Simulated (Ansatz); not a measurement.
## H: geometry relaxation (part 3 of 3)

The same run, continued: H (P6₃/mmc, 4 atoms in the cell); DFT r2SCAN, scalar-relativistic, plane waves, PAW, no spin polarisation (Ansatz 0.2.0); cutoff 500 eV, 9×9×4 k-mesh, Gaussian smearing of 0.02 eV. The structure derives from a Materials Project entry. It belongs to a series of runs on one base structure; here: biaxial strain in the a-b plane, c and atoms relaxed: -2.0 %.

Geometry of the input (Å; fractional positions):
```
3.7993  0.0000  0.0000
-1.8997  3.2903  0.0000
0.0000  0.0000  5.4977
H  0.3333  0.6667  0.1817
H  0.6667  0.3333  0.6817
H  0.6667  0.3333  0.8183
H  0.3333  0.6667  0.3183
```

```
basis re-selected at this cell: Δ(F+E_penalty+E_count) = -2.950e-4 eV, ΔP = +0.002 GPa vs the last step (what re-selecting the basis moved, of the pressure what is left beyond the Pulay correction that the steps carried, after the strain that the cell walked since its last selection, with what the two solves' SCF thresholds leave and, on support functions, any second-order correction that the steps lacked; it is no measure of the basis error at this ecutwfc). This SCF's stress stands 8.28e-3 GPa from its target on what of the cell is left free (relax.cell.stress_tol is 1.50e-2 GPa) and its largest allowed force component is 3.54e-4 eV/Å (relax.f_tol is 8.00e-3 eV/Å): within both
WARN: The input density's exchange-correlation potential varies sharply where the density is thin. Do not read a vacuum level from v_tot or v_xc, or from such a field of the output density. On a cell that repeats whose density bears no net charge and no dipole along the vacuum's axis use v_es (v_loc + v_h of the components); under efield.dipole_correction with no amplitude use v_es + v_field, which holds any external_charges[].barrier, or the levels of the report's work_function block, which leave it out; under a non-zero efield.amplitude the vacuum is tilted and has no level; on a cell that repeats and bears such a dipole with no correction it is tilted too, and efield.dipole_correction with no amplitude gives each side of its ramp a level where efield: is served; in a cell that repeats whose density bears a net charge (total_charge, or a fill off its count) it is curved and has none; of a slab under crystal.periodic whose density bears no net charge use v_es, which has a level on each side, short of where the two are joined; of another it falls or rises all the way out and has none; of a slab beside external_charges read slab_vacuum_level instead, which it has where they leave it neutral. The grid or the basis barely resolves most such structure, and the values can differ between equally converged runs; as a rule a tighter scf.convergence.dr2_threshold does not remove it. Where the density itself ripples (under the LDA too) a higher basis.ecutwfc lessens it. The files hold the spikes' plane waves up to the density's cutoff. Files: v_tot and the like, and their columns of v_z.tsv (output.write_potential); v_xc and the like, and their columns of v_comp_z.tsv (output.write_potential_components); where files of the output density stand in their place, no point of their own thin density is over the threshold below, and this is of outcome.potential() and, of a run that writes arrays (npy), the arrays of these names. Measured: with its Gaussian average of σ = 0.25 Å subtracted twice, the exchange-correlation potential is over 0.1 eV at 3 of the grid points where the equally averaged density (valence and model cores) is under 1e-3 e/Å³, and 3.57 eV at the most among them, at an averaged density of 9.9e-4 e/Å³. See output.write_potential in the manual, Limitations
SCF converged after 5 iterations
Free energy (F): -63.771920 eV
Harris-Foulkes:  -63.771920 eV  (|F-HF|=5.90e-11)
Internal energy: -63.771920 eV  (E = F + TS)
E sigma→0 (E₀):  -63.771920 eV
Fermi energy:    -4.617042 eV
--- Per-component energies (eV) ---
  E_band       = -39.456941
  E_kinetic    = 54.130377
  E_local      = -102.857028  (includes V_loc(G=0)·N_el)
  E_nonlocal   = 6.868185
  E_hartree    = 26.339567
  E_xc         = -35.550862
  E_vxc        = -50.116084  (∫ρ·V_xc dr)
  E_paw        = -2.350814  (= ΣΔE_a)
  E_vpaw       = -3.067267  (= ΣTr[D̂ρ^β])
  E_aug_tail   = -0.001885  (compensation charges beyond the density's cutoff)
  E_vtau       = 2.907624  (kinetic-family band-sum trace: ∫τ·v_τ [+ j·A + Jᵃ·Aᵃ] dr)
  E_ewald      = -10.349461
  E_smearing   = -0.000000  (= −TS)
  E_closure    = -0.000000  (closes the sum)
  Σ components = -63.771920   (vs F -63.771920, Δ=0.00e0)
--- Forces (eV/Å), atoms counted from 1 ---
  atom   1  H      0.00000000     0.00000000    -0.00035433
  atom   2  H      0.00000000     0.00000000    -0.00035433
  atom   3  H     -0.00000000    -0.00000000     0.00035433
  atom   4  H     -0.00000000    -0.00000000     0.00035433
  max |Σ_I F_I| component: 5.42e-20 eV/Å
--- Stress (GPa, compression-positive) ---
        0.016885       0.000000       0.000000
       -0.000000       0.016885       0.000000
        0.000000       0.000000       0.008282
  P = ⅓ Tr σ = 0.0140 GPa (0.140 kbar)
--- Band table (eV; the first three rows and the last of 36) ---
  k-point 0: bands = ["-10.5200", "-9.6708", "0.3812", "3.3839", "6.6908", "7.0982"]
  k-point 1: bands = ["-10.4096", "-9.8117", "0.7400", "2.7786", "7.0077", "7.4802"]
  k-point 2: bands = ["-10.1257", "-10.1257", "1.6633", "1.6633", "7.5981", "7.5981"]
  k-point 35: bands = ["-9.7332", "-9.7332", "2.2623", "2.2623", "3.7007", "3.7007"]
--- Relaxed structure (11 steps of the walk, 11 accepted, 2 SCFs on fresh bases) ---
  F+E_penalty+E_count = -63.77192028 eV   max|allowed force component| = 3.543e-4 eV/Å   (the final SCF, on the basis selected at the relaxed cell)
  cell:  # Å, volume = 72.8221 Å³
    - [3.7993005377730493, 5.544051460984335e-96, -1.3100010931218521e-33]
    - [-1.8996502688865247, 3.29029078232334, 3.628516515830821e-18]
    - [-1.8956222054545318e-33, 6.062874825523614e-18, 5.8253918280602655]
  atoms:
    - { symbol: H, position: [0.33333333333333337, 0.6666666666666667, 0.18635440753113994] }
    - { symbol: H, position: [0.6666666666666667, 0.33333333333333337, 0.6863544075311401] }
    - { symbol: H, position: [0.6666666666666667, 0.33333333333333337, 0.8136455924688598] }
    - { symbol: H, position: [0.33333333333333337, 0.6666666666666667, 0.31364559246886003] }
```

### Trajectory as extended XYZ (Å, eV, eV/Å), 13 frames, from step=1 to step=13
```
4
Lattice="3.7993 0.0000 0.0000 -1.8997 3.2903 0.0000 0.0000 0.0000 5.4977" Properties=species:S:1:pos:R:3:forces:R:3 step=1 energy=-63.76849 pressure_GPa=-0.35
H     0.0000    2.1935    0.9992    0.0000   0.0000   0.3165
H     1.8997    1.0968    3.7480    0.0000   0.0000   0.3165
H     1.8997    1.0968    4.4986    0.0000   0.0000  -0.3165
H     0.0000    2.1935    1.7497    0.0000   0.0000  -0.3165
4
Lattice="3.7993 0.0000 0.0000 -1.8997 3.2903 0.0000 0.0000 0.0000 5.5031" Properties=species:S:1:pos:R:3:forces:R:3 step=2 energy=-63.77135 pressure_GPa=0.01
H     0.0000    2.1935    1.0049    0.0000   0.0000   0.0078
H     1.8997    1.0968    3.7564    0.0000   0.0000   0.0078
H     1.8997    1.0968    4.4983    0.0000   0.0000  -0.0078
H     0.0000    2.1935    1.7467    0.0000   0.0000  -0.0078
4
Lattice="3.7993 0.0000 0.0000 -1.8997 3.2903 0.0000 0.0000 0.0000 5.5092" Properties=species:S:1:pos:R:3:forces:R:3 step=3 energy=-63.77136 pressure_GPa=0.02
H     0.0000    2.1935    1.0065    0.0000   0.0000  -0.0019
H     1.8997    1.0968    3.7611    0.0000   0.0000  -0.0019
H     1.8997    1.0968    4.5026    0.0000   0.0000   0.0019
H     0.0000    2.1935    1.7481    0.0000   0.0000   0.0019
4
Lattice="3.7993 0.0000 0.0000 -1.8997 3.2903 0.0000 0.0000 0.0000 5.5521" Properties=species:S:1:pos:R:3:forces:R:3 step=4 energy=-63.77137 pressure_GPa=0.05
H     0.0000    2.1935    1.0177    0.0000   0.0000  -0.0317
H     1.8997    1.0968    3.7937    0.0000   0.0000  -0.0317
H     1.8997    1.0968    4.5344    0.0000   0.0000   0.0317
H     0.0000    2.1935    1.7584    0.0000   0.0000   0.0317
4
Lattice="3.7993 0.0000 0.0000 -1.8997 3.2903 0.0000 0.0000 0.0000 5.6018" Properties=species:S:1:pos:R:3:forces:R:3 step=5 energy=-63.77135 pressure_GPa=0.06
H     0.0000    2.1935    1.0302    0.0000   0.0000  -0.0420
H     1.8997    1.0968    3.8311    0.0000   0.0000  -0.0420
H     1.8997    1.0968    4.5716    0.0000   0.0000   0.0420
H     0.0000    2.1935    1.7707    0.0000   0.0000   0.0420
4
Lattice="3.7993 0.0000 0.0000 -1.8997 3.2903 0.0000 0.0000 0.0000 5.6612" Properties=species:S:1:pos:R:3:forces:R:3 step=6 energy=-63.77132 pressure_GPa=0.04
H     0.0000    2.1935    1.0449    0.0000   0.0000  -0.0307
H     1.8997    1.0968    3.8755    0.0000   0.0000  -0.0307
H     1.8997    1.0968    4.6162    0.0000   0.0000   0.0307
H     0.0000    2.1935    1.7856    0.0000   0.0000   0.0307
4
Lattice="3.7993 0.0000 0.0000 -1.8997 3.2903 0.0000 0.0000 0.0000 5.6912" Properties=species:S:1:pos:R:3:forces:R:3 step=7 energy=-63.77130 pressure_GPa=0.01
H     0.0000    2.1935    1.0521    0.0000   0.0000  -0.0057
H     1.8997    1.0968    3.8977    0.0000   0.0000  -0.0057
H     1.8997    1.0968    4.6391    0.0000   0.0000   0.0057
H     0.0000    2.1935    1.7935    0.0000   0.0000   0.0057
4
Lattice="3.7993 0.0000 0.0000 -1.8997 3.2903 0.0000 0.0000 0.0000 5.6994" Properties=species:S:1:pos:R:3:forces:R:3 step=8 energy=-63.77128 pressure_GPa=0.01
H     0.0000    2.1935    1.0541    0.0000   0.0000  -0.0002
H     1.8997    1.0968    3.9038    0.0000   0.0000  -0.0002
H     1.8997    1.0968    4.6453    0.0000   0.0000   0.0002
H     0.0000    2.1935    1.7956    0.0000   0.0000   0.0002
4
Lattice="3.7993 0.0000 0.0000 -1.8997 3.2903 0.0000 0.0000 0.0000 5.6994" Properties=species:S:1:pos:R:3:forces:R:3 step=9 energy=-63.77180 pressure_GPa=0.02
H     0.0000    2.1935    1.0541    0.0000   0.0000  -0.0010
H     1.8997    1.0968    3.9038    0.0000   0.0000  -0.0010
H     1.8997    1.0968    4.6453    0.0000   0.0000   0.0010
H     0.0000    2.1935    1.7956    0.0000   0.0000   0.0010
4
Lattice="3.7993 0.0000 0.0000 -1.8997 3.2903 0.0000 0.0000 0.0000 5.7911" Properties=species:S:1:pos:R:3:forces:R:3 step=10 energy=-63.77169 pressure_GPa=0.02
H     0.0000    2.1935    1.0771    0.0000   0.0000  -0.0053
H     1.8997    1.0968    3.9726    0.0000   0.0000  -0.0053
H     1.8997    1.0968    4.7140    0.0000   0.0000   0.0053
H     0.0000    2.1935    1.8185    0.0000   0.0000   0.0053
4
Lattice="3.7993 0.0000 0.0000 -1.8997 3.2903 0.0000 0.0000 0.0000 5.8223" Properties=species:S:1:pos:R:3:forces:R:3 step=11 energy=-63.77163 pressure_GPa=0.02
H     0.0000    2.1935    1.0849    0.0000   0.0000  -0.0029
H     1.8997    1.0968    3.9960    0.0000   0.0000  -0.0029
H     1.8997    1.0968    4.7375    0.0000   0.0000   0.0029
H     0.0000    2.1935    1.8263    0.0000   0.0000   0.0029
4
Lattice="3.7993 0.0000 0.0000 -1.8997 3.2903 0.0000 0.0000 0.0000 5.8254" Properties=species:S:1:pos:R:3:forces:R:3 step=12 energy=-63.77163 pressure_GPa=0.01
H     0.0000    2.1935    1.0856    0.0000   0.0000   0.0002
H     1.8997    1.0968    3.9983    0.0000   0.0000   0.0002
H     1.8997    1.0968    4.7398    0.0000   0.0000  -0.0002
H     0.0000    2.1935    1.8271    0.0000   0.0000  -0.0002
4
Lattice="3.7993 0.0000 0.0000 -1.8997 3.2903 0.0000 0.0000 0.0000 5.8254" Properties=species:S:1:pos:R:3:forces:R:3 step=13 energy=-63.77192 pressure_GPa=0.01
H     0.0000    2.1935    1.0856    0.0000   0.0000  -0.0004
H     1.8997    1.0968    3.9983    0.0000   0.0000  -0.0004
H     1.8997    1.0968    4.7398    0.0000   0.0000   0.0004
H     0.0000    2.1935    1.8271    0.0000   0.0000   0.0004
```

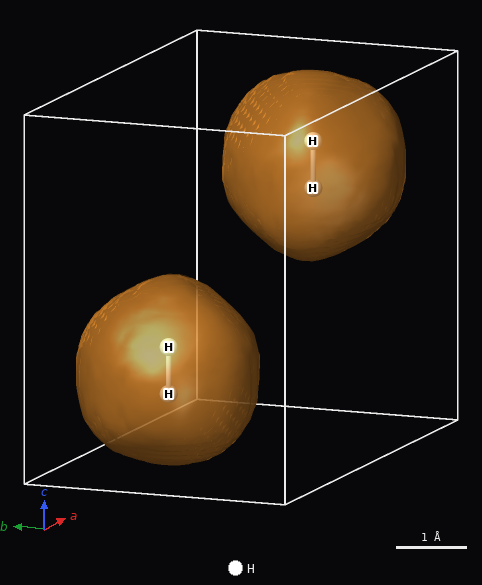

Figure 1. Isosurface of the ELF at 0.85 (orange), seen at an oblique angle. Only the valence region is drawn (cores and ρ < 0.01 e/Å³ removed). Sticks mark near contacts. The outline is the cell set on symmetry axes. The ELF exceeds this value in one region around a hydrogen nucleus and one joined region spread over several atoms (H), counted in one cell of 4 atoms. The fields are those of the smooth PAW valence density.

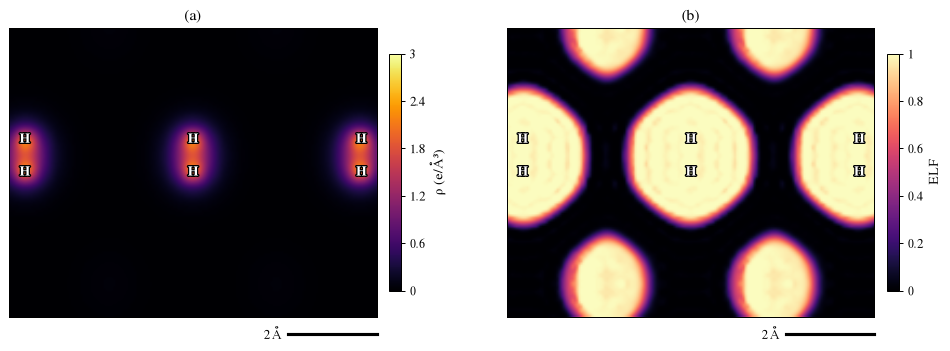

Figure 2. (a) valence charge density (pseudo); (b) ELF on the (100) plane of the conventional cell. The plane passes through H nuclei. H–H (0.74 Å): ρ is about 1.8 e/Å³ halfway; the ELF peaks at about 1 between the atoms (a covalent bond by its length). The density dies away to nearly zero in the voids.
